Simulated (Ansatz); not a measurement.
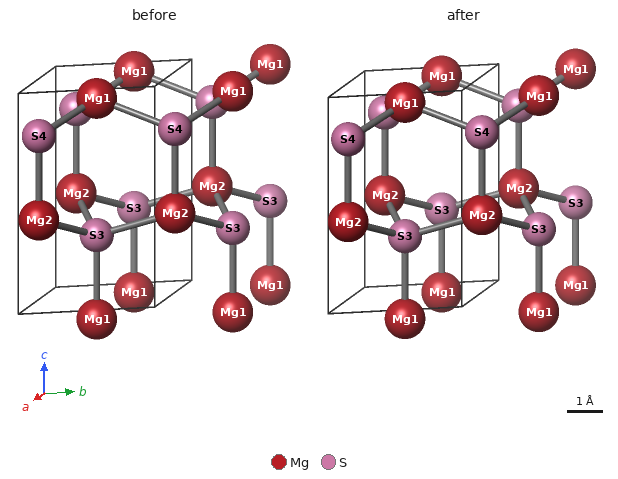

The structure of solid MgS (built on the wurtzite type) before (left) and after (right) a relaxation, at one scale.

Style: ball-and-stick. Shown: the cell of the calculation, repeated 2 × 2 × 1 with one cell outlined, slightly off an axis.

Computed with DFT, LDA, plane waves, PAW in Ansatz.

Input
```yaml
crystal:
  lattice:
    - [4.053779651, 0.0, 0.0]
    - [-2.0268898255, 3.5106761591, 0.0]
    - [0.0, 0.0, 6.4914992411]
  atoms:
    - { symbol: Mg, position: [0.3333333333, 0.6666666667, -0.0029409512] }
    - { symbol: Mg, position: [0.6666666667, 0.3333333333, 0.4970590488] }
    - { symbol: S, position: [0.3333333333, 0.6666666667, 0.3779409512] }
    - { symbol: S, position: [0.6666666667, 0.3333333333, 0.8779409512] }
kpoints:
  mp_grid: { grid: [6, 6, 4] }
hamiltonian:
  xc: lda
scf:
  occupations: { method: fermi_dirac, width: 0.02 }
relax:
  f_tol: 0.005
  cell: {}
```

Run as
```bash
ansatz run input.yaml --threads 2 --pin off --max-ram 2211MiB --backend cpu --events-out ev --progress --plain --runs-dir out
```

**What changed between the two?**

The atoms keep their places relative to the cell (all moves are under 0.005 Å). The volume changes by −5.3 %, with a = b 4.054 → 3.985 Å (−1.7 %), c 6.491 → 6.359 Å (−2.0 %). Near-neighbour distances that change, for instance: Mg1–S4 2.465 → 2.420 Å, Mg1–S3 2.472 → 2.428 Å. The space group stays P6_3mc (No. 186). Over 4 accepted moves (5 points after the start) the energy falls by 12.1 meV per atom. Largest force component: 0.0047 eV/Å at the start, 0.00016 eV/Å at the end. The pressure goes from −3.01 to 0.00 GPa. At 1 point the geometry stayed and the basis and grid were re-selected for the new cell (energy shift of less than 0.05 meV per atom at most each time). The run took 7.6 s on 2 threads of Arm Neoverse V1, with other jobs on the host, peak memory 0.3 GiB.
